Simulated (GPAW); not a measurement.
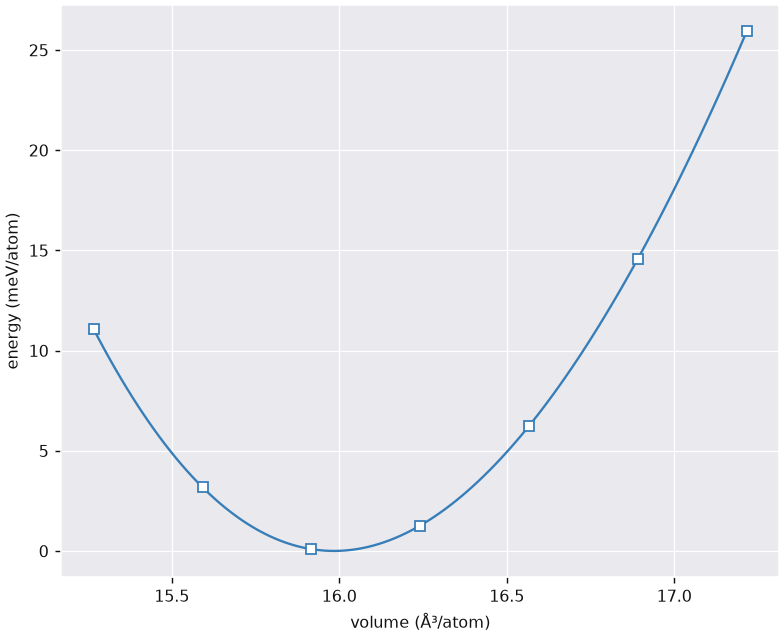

Plotted: energy against volume for Al₂Cu, space group P4/mmm (No. 123).

Structure:
```
CELL_PARAMETERS angstrom
4.10518 0.00000 0.00000
0.00000 4.10518 0.00000
0.00000 0.00000 2.89131
ATOMIC_POSITIONS crystal
Cu 0.00000 0.00000 0.00000
Al 0.00000 0.50000 0.50000
Al 0.50000 0.00000 0.50000
```

Method: PAW DFT in plane waves, on a grid or in atomic orbitals, no spin polarisation; energies at scaled volumes of the given cell, shape and fractions fixed, counted from the fit's minimum, third-order Birch-Murnaghan fit (GPAW 26.7.0). Level: r2SCAN.

- k mesh: 7×7×9
- occupations: Fermi–Dirac
- smearing width: 0.05 eV
- potentials: GPAW PAW data sets (gpaw data 1.2.1)
- wave cutoff: 600 eV
- program settings: basis pw

From this curve and the settings, what does the calculation give for the pressure at the same points?

The pressure falls from 5.08 GPa at volume 15.27 Å³/atom to −6.34 GPa at 17.22 Å³/atom, and changes sign near 15.98 Å³/atom.

```json
{"volume (Å³/atom)": "15.27", "pressure (GPa)": "5.08"}
{"volume (Å³/atom)": "15.59", "pressure (GPa)": "2.59"}
{"volume (Å³/atom)": "15.92", "pressure (GPa)": "0.36"}
{"volume (Å³/atom)": "16.24", "pressure (GPa)": "-1.63"}
{"volume (Å³/atom)": "16.57", "pressure (GPa)": "-3.39"}
{"volume (Å³/atom)": "16.89", "pressure (GPa)": "-4.95"}
{"volume (Å³/atom)": "17.22", "pressure (GPa)": "-6.34"}
```

Caveats: shape and atomic fractions are frozen while scaling, which makes layered, chain and framework solids too stiff.
